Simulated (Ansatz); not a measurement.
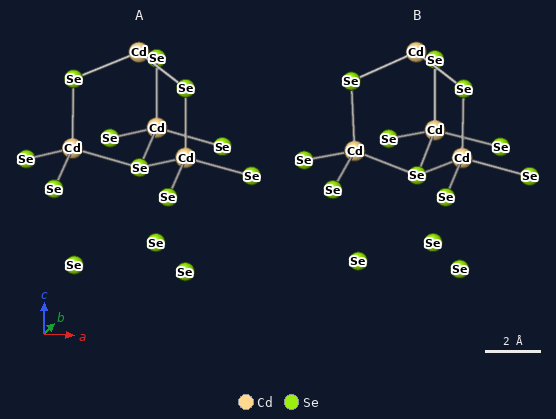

Two geometries of a defect cell of composition Cd$_{47}$Se$_{48}$ (cell charge +1), drawn at one scale. One is the start of a relaxation, the other its converged end. Style: ball-and-stick. Shown: the atoms within 5.0 Å of the atom that moves most (axes of the cell of the calculation (origin shifted)), slightly off an axis.

These are results of DFT, PBEsol, PAW, plane waves (Ansatz), not measurements. Settings: plane-wave cutoff 420 eV; k-point mesh 1 × 1 × 1; mesh shifted by (0.25, 0.25, 0.25); collinear spin; atoms relaxed in a fixed cell; force threshold 0.03 eV/Å; at most 80 steps.

Q: Which geometry has the lower energy?

A: Structure B is the relaxed one. The atoms of the start lie slightly off their symmetric places, so part of the fall in energy undoes that. After 4 geometry steps the energy has fallen by 0.646 eV per cell of the calculation. The largest force component goes from 0.54 to 0.017 eV/Å. The atom that moves furthest is a Se atom (0.29 Å along −c). Largest moves by element: Se 0.29 Å, Cd 0.19 Å. The cell doesn't change. Near-neighbour distances that change, for instance: Cd–Se 2.697 → 2.606 Å, Cd–Se 2.597 → 2.662 Å, Cd–Se 2.626 → 2.657 Å, Cd–Se 2.610 → 2.637 Å. Among the angles between lasting bonds that change: Se–Cd–Se 108.5° → 117.4°, Se–Cd–Se 108.5° → 117.2°, Cd–Se–Cd 111.1° → 102.7°. Cost: 18 s on 1 × NVIDIA GB200 with 8 threads of Arm Neoverse-V2, peak memory 3 GiB.

Limits of the set-up: the cell is charged, on a uniform background, and energies carry no finite-size correction.
